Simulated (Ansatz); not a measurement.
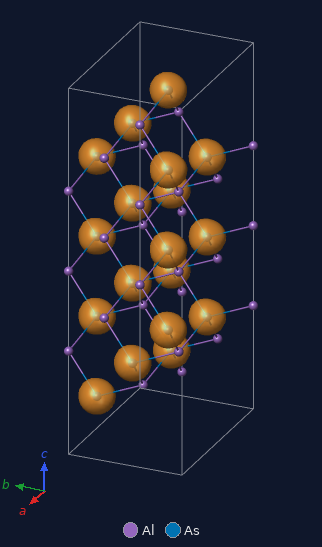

*AlAs (slab). Isosurface of the valence charge density (pseudo) at 0.8 e/Å³ (orange), seen at an oblique angle. Sticks mark near contacts.*

Not relaxed (largest force 1.8 eV/Å).

These are results of DFT PBE, scalar-relativistic, plane waves, PAW in Ansatz, not measurements.

How is the density connected at this value?

At this value the density breaks into separate islands; it holds about 60 % of the electrons treated as valence. It bridges none of the near contacts. It is pinched off along the shortest Al–As (2.48 Å) contacts. On the grid the lowest density along these lines, outside the cores, is 0.33 e/Å³ (Al–As, 2.48 Å).

Metal or insulator at this level of theory?

It is gapped, with a Kohn–Sham gap of 0.60 eV on the k-point mesh (the band edges may lie off the mesh, which would make the gap smaller).
